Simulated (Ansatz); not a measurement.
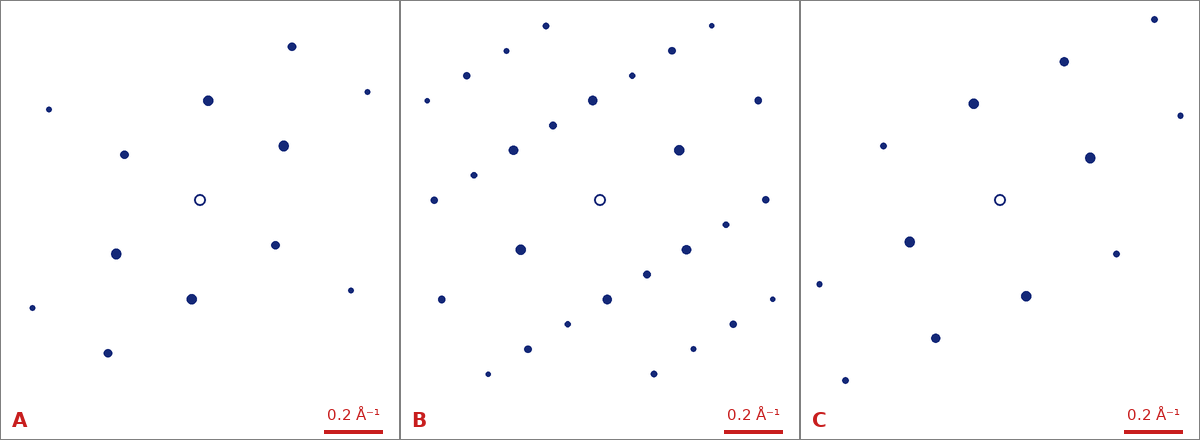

Kinematic zone-axis patterns, calculated for 300 keV electrons with B = 0.5 Å².

All three come from Na, space group P6_3/mmc (No. 194), a = 3.75 Å, c = 6.11 Å (hexagonal axes). Structure: coordinates from a relaxation at fixed volume with Ansatz, DFT r2SCAN, scalar-relativistic, plane waves, PAW; the starting structure was generated, so it need not be a known form of this composition.

```
Na
1.0
     3.74851    0.00000    0.00000
    -1.87425    3.24630    0.00000
     0.00000    0.00000    6.11048
Na
2
Direct
  0.33333 0.66667 0.75000
  0.66667 0.33333 0.25000
```

> Assign the zone axes [100], [101], [211] to A, B and C.

A is [101]: centred rectangular net of 0 1 0 at d = 3.25 Å and 1 0 -1 at d = 2.87 Å, at 63.8°. B is [100]: rectangular net of 0 0 1 (itself extinct) at d = 6.11 Å and 0 1 0 at d = 3.25 Å, at 90.0°. C is [211]: centred rectangular net of 0 1 -1 at d = 2.87 Å and -1 1 1 at d = 2.87 Å, at 80.2°.
